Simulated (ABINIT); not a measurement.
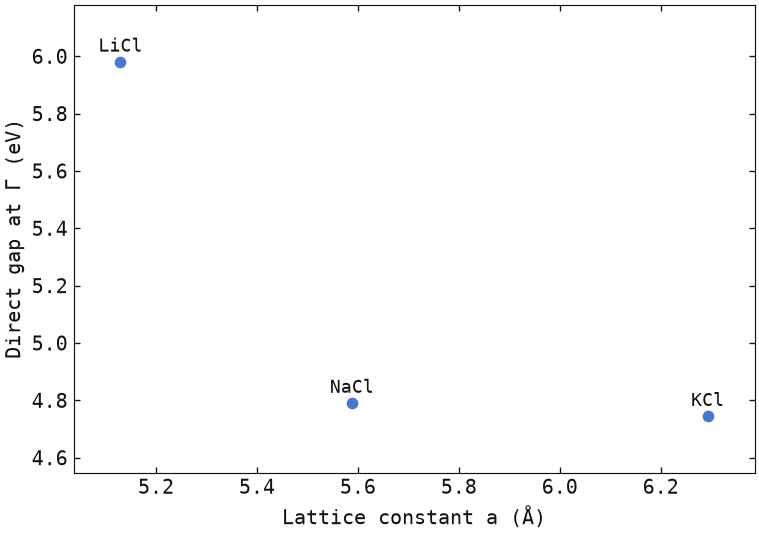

Direct gap at Γ, for three rocksalt crystals against the lattice constant, each in its database cell. All by ABINIT with LDA, without spin-orbit coupling, no moments; potentials: JTH PAW LDA v2.0 (LiCl and NaCl); PseudoDojo NC SR LDA v0.4.1 standard (KCl).

### How does the value at Γ change from Li to K?

LiCl 5.98, NaCl 4.79 and KCl 4.74 eV: it falls by 1.24 eV overall, and NaCl and KCl lie too close to rank.

```
compound  a (Å)    k mesh  Γ (eV)
    LiCl  5.130  12×12×12    5.98
    NaCl  5.588  10×10×10    4.79
     KCl  6.293     5×5×5    4.74
```

LDA, GGA and most meta-GGA functionals understate gaps. NaCl: the cell is a database's computed one. The cells are as the databases list them, so they lie at different pressures for this functional.
